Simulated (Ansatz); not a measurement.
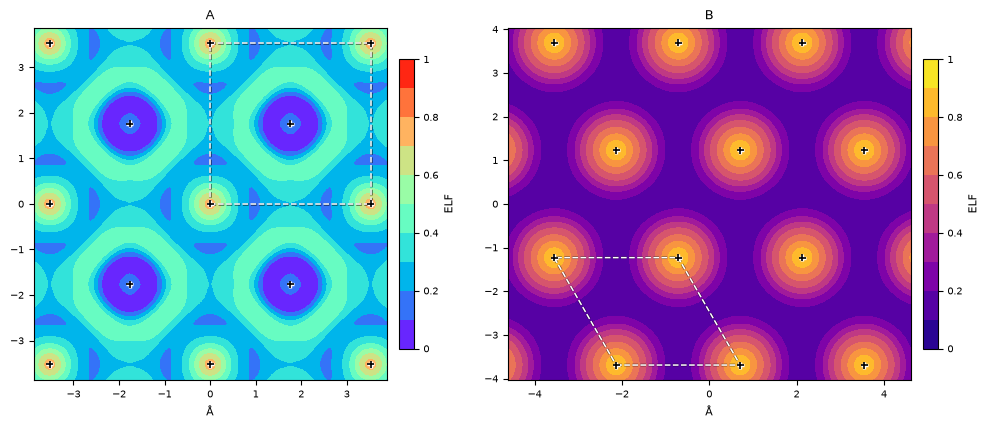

The electron localisation function of 2 systems, each on a plane through atoms (crosses mark nuclei in the plane).

These are results of Kohn-Sham DFT of a periodic cell, PBEsol, Ansatz PAW (Ansatz 0.2.0), not measurements.

System 1: Ag, the (001) plane of the conventional cell. Space group R-3m; a structure from a database of computed crystals, not necessarily the ambient phase; computed pressure about 5 GPa in this cell.

System 2: AlNi₃, the (001) plane of the conventional cell. Space group Pm-3m; a structure from a database of computed crystals, not necessarily the ambient phase; the program warned that a starting moment wasn't kept; spin-polarised.

```
CELL_PARAMETERS angstrom
3.52305 0.00000 0.00000
0.00000 3.52305 0.00000
0.00000 0.00000 3.52305
ATOMIC_POSITIONS crystal
Ni 0.50000 0.50000 0.00000
Ni 0.50000 0.00000 0.50000
Ni 0.00000 0.50000 0.50000
Al 0.00000 0.00000 0.00000
```

Match each panel to its system.

Answer. Panel A is system 2, AlNi₃: the plane holds Ni and Al. Al–Ni (2.49 Å): the ELF is about 0.35 at the midpoint. Panel B is system 1, Ag: the plane holds Ag. Ag–Ag (2.84 Å): the ELF is about 0.15 at the midpoint (no shared electron pair shows on this line).
